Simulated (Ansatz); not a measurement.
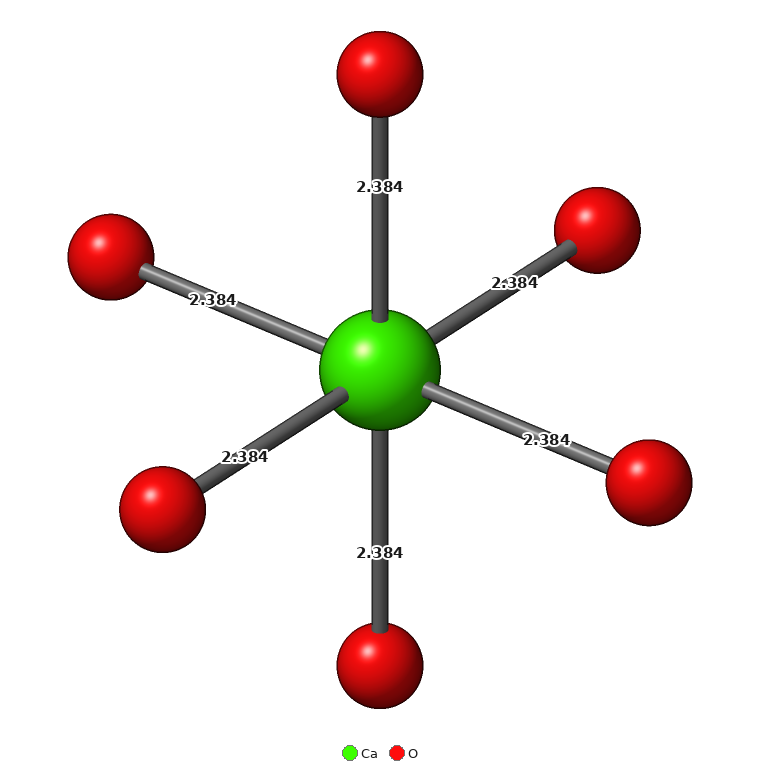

The surroundings of site Ca1 (at 0.000, 0.000, 0.000) in CaO in space group Fm-3m, with bond lengths in Å.

Source of the atomic positions: coordinates from a relaxation with Ansatz 0.2.0, DFT PBEsol, scalar-relativistic, plane waves, PAW.

```
CELL_PARAMETERS angstrom
4.76714 0.00000 0.00000
0.00000 4.76714 0.00000
0.00000 0.00000 4.76714
ATOMIC_POSITIONS crystal
Ca 0.00000 0.00000 0.00000
O 0.50000 0.00000 0.00000
Ca 0.00000 0.50000 0.50000
O 0.50000 0.50000 0.50000
Ca 0.50000 0.00000 0.50000
O 0.00000 0.00000 0.50000
Ca 0.50000 0.50000 0.00000
O 0.00000 0.50000 0.00000
```

Bond valence s = exp((R0 − d)/b), R0 fitted to published crystal structures with b = 0.37 Å; R0 in Å: Ca2+–O 1.950.

### Calculate the bond-valence sum of Ca1 from the bonds drawn.

6 × 0.309 = 1.86 v.u., against a formal valence of 2: underbonded (bonds long for this ion) by 0.14.

### And over the whole structure?

```tsv
site	x, y, z	formal valence	bond-valence sum	difference
Ca1	0.000, 0.000, 0.000	+2	1.88	-0.12
O1	0.500, 0.000, 0.000	−2	1.88	-0.12
```

These sums include all anions within 5 Å. The global instability index (root mean square of the differences over all atoms) is 0.12 v.u.: moderate strain, common in real structures.
